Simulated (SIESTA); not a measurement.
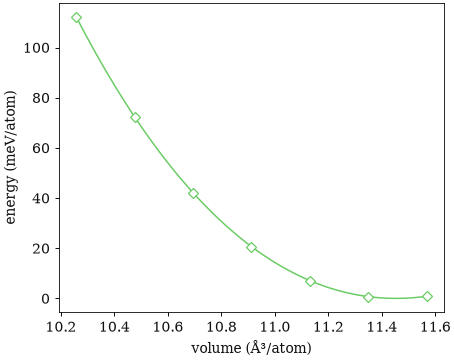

The figure shows the energy against volume for HfO₂, space group P4_2/nmc (No. 137).

Cell as given: a = 3.558 Å, b = 3.558 Å, c = 5.172 Å, α = 90.00°, β = 90.00°, γ = 90.00°; 6 atoms.

How it was computed, with SIESTA 5.4.2: DFT in numerical atomic orbitals with pseudopotentials, no spin polarisation; energies at scaled volumes of the given cell, shape and fractions fixed, counted from the fit's minimum, third-order Birch-Murnaghan fit. Level: PBE.

k mesh 6×6×4; occupations Fermi–Dirac; smearing width 0.05 eV; potentials PseudoDojo 0.4 standard, converted to PSML, two zetas on semicore shells; program settings basis DZ, mesh cutoff 800 Ry.

**Give the fitted equation-of-state parameters.**

A third-order Birch–Murnaghan fit gives V0 = 11.45 Å³/atom, B0 = 239 GPa and B′ = 4.1.

Limits of the calculation: basis without polarisation orbitals; short basis over semicore shells; shape and atomic fractions are frozen while scaling, which makes layered, chain and framework solids too stiff.

The computed values:

```
volume (Å³/atom)  energy (meV/atom)
           10.26                112
           10.48                 72
           10.69                 42
           10.91                 21
           11.13                  7
           11.35                  1
           11.57                  1
```
